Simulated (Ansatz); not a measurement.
System: InSb, space group F-43m (No. 216) (one of a set of cubic test structures, which need not be the stable phase).

Computed with Ansatz 0.2.0 development build: equation of state of a cubic crystal from periodic Kohn-Sham density functional theory without spin; pressure corrected for the finite basis. Level: HSE06.

```tsv
setting	value
structure type	zinc blende
atoms in cell	2
space group number	216
lattice centring	face-centred primitive
k mesh	4×4×4
occupation method	Fermi–Dirac
occupation width	0.05 eV
wave cutoff	710 eV
datasets	hand-made PAW
density tolerance	0 eV
bands	26
density cutoff ratio	4
search for lower states	default
exchange singularity	regularized
```

Predict the energy above the lowest point and pressure against volume. The volume takes the values 33.67, 34.76, 35.86, 36.96, 38.06 Å³/atom.

The energy above the lowest point is 9.4 meV/atom at volume 33.67 Å³/atom and 21.9 meV/atom at 38.06 Å³/atom; the lowest computed point is at volume 34.76 Å³/atom (0.0 meV/atom), and no other minimum shows. The pressure falls from 2.209 GPa at volume 33.67 Å³/atom to −2.467 GPa at 38.06 Å³/atom, and changes sign near 35.3 Å³/atom.

| volume (Å³/atom) | energy above the lowest point (meV/atom) | pressure (GPa) |
| --- | --- | --- |
| 33.67 | 9.4 | 2.209 |
| 34.76 | 0.0 | 0.590 |
| 35.86 | 0.5 | −0.670 |
| 36.96 | 8.1 | −1.539 |
| 38.06 | 21.9 | −2.467 |

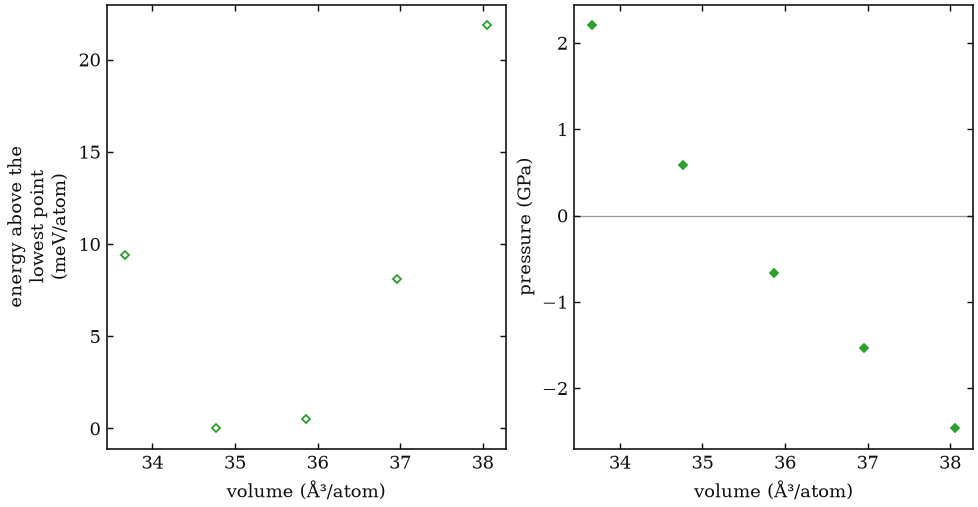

Note: coarse k-mesh, values are not converged in k.
